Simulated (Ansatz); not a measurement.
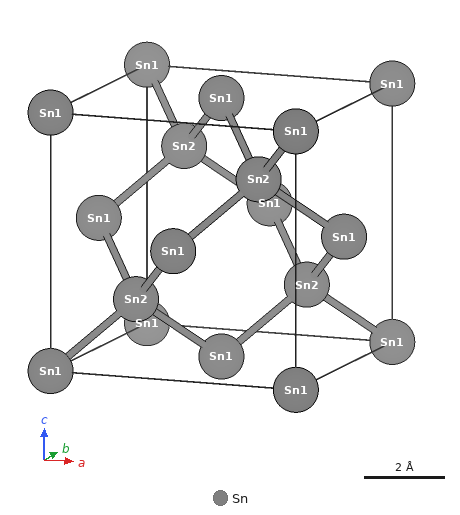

This is crystalline Sn (set up in Fd-3m). The picture is a ball-and-stick view of the conventional cell (4 times the calculation's cell), seen slightly off an axis. Lengths and directions refer to the drawn axes.

Method: DFT PBE, scalar-relativistic, plane waves, PAW in Ansatz. (plane-wave cutoff 420 eV; occupations gaussian; smearing width 0.1 eV; no spin polarisation) The k-mesh is chosen for each cell (12×12×12, 10×10×10).

The variant: Every tin atom is replaced by antimony, which gives Sb. Cell and atoms are relaxed again (to zero pressure within 0.1 GPa, forces under 0.01 eV/Å).

Question: Predict the response.

Answer: The volume per atom goes from 36.90 to 42.73 Å³. The volume changes by +15.8 %, with a = b = c 6.658 → 6.992 Å (+5.0 %). The space group stays Fd-3m (No. 227). It is metallic before and after.

Drawn alike, the variant:

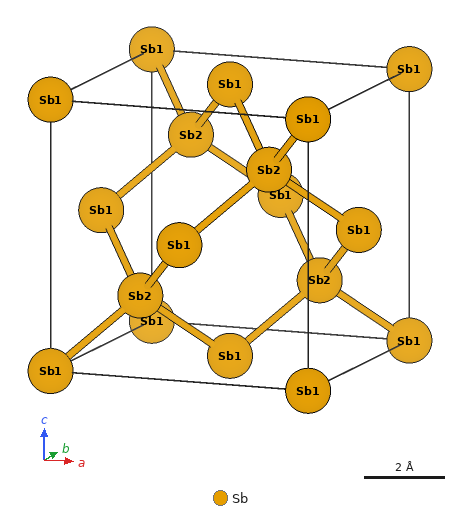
